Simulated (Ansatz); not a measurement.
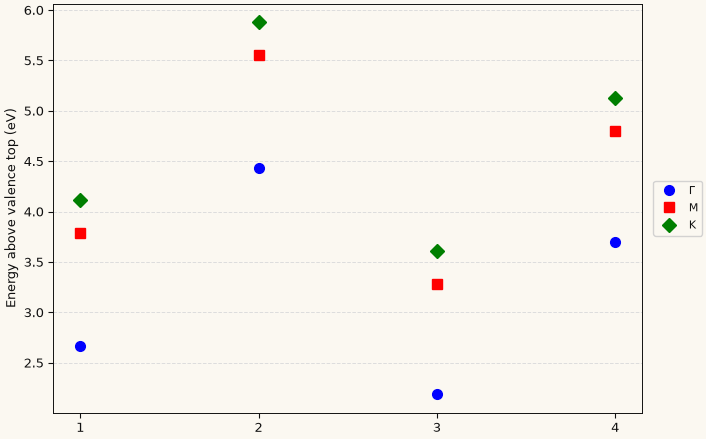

Lowest conduction level at each named k point, counted from the valence-band top at Γ, by several methods on one cell of Ge₃N₄, space group P6_3/m (No. 176), 14 atoms in the cell, relaxed with r2SCAN; a = 8.044 Å, c = 3.080 Å (hexagonal axes). All runs are without spin-orbit coupling and carry no moments. The cell is at 6 GPa in PBE.

**Which column is which method? They are HSE06, r2SCAN, PBE0 and PBE.**

1 is r2SCAN; 2 is PBE0; 3 is PBE; 4 is HSE06.

| method | program | Γ (eV) | M (eV) | K (eV) |
| --- | --- | --- | --- | --- |
| PBE | Ansatz | 2.19 | 3.28 | 3.61 |
| r2SCAN | Ansatz | 2.67 | 3.79 | 4.12 |
| HSE06 | Ansatz | 3.70 | 4.80 | 5.13 |
| PBE0 | Ansatz | 4.43 | 5.55 | 5.88 |

**Does PBE0 shift these levels rigidly from PBE?**

The shifts are +2.24 eV at Γ, +2.27 eV at M and +2.27 eV at K, and at points that aren't plotted +2.19 eV (A), +2.29 eV (H) and +2.27 eV (L): over the named points that both runs hold, a spread of 0.10 eV on a mean of 2.25 eV, so one shift describes them well.

Settings. PBE: Ansatz PAW set, 6×6×8 k mesh, 420 eV cutoff, Fermi-Dirac smearing of 0.02 eV (Ansatz 0.2.0). r2SCAN: Ansatz PAW set, 6×6×8 k mesh, 500 eV cutoff, fixed occupations (Ansatz 0.2.0). HSE06: Ansatz PAW set, 3×3×6 k mesh, 420 eV cutoff, fixed occupations (Ansatz 0.2.0). PBE0: Ansatz PAW set, 3×3×6 k mesh, 420 eV cutoff, fixed occupations (Ansatz).

The cell comes from a database of computed structures, and whether it is the stable form of this composition wasn't checked. r2SCAN, HSE06 and PBE0: the PAW data sets were made with another functional. LDA, GGA and most meta-GGA functionals understate gaps.
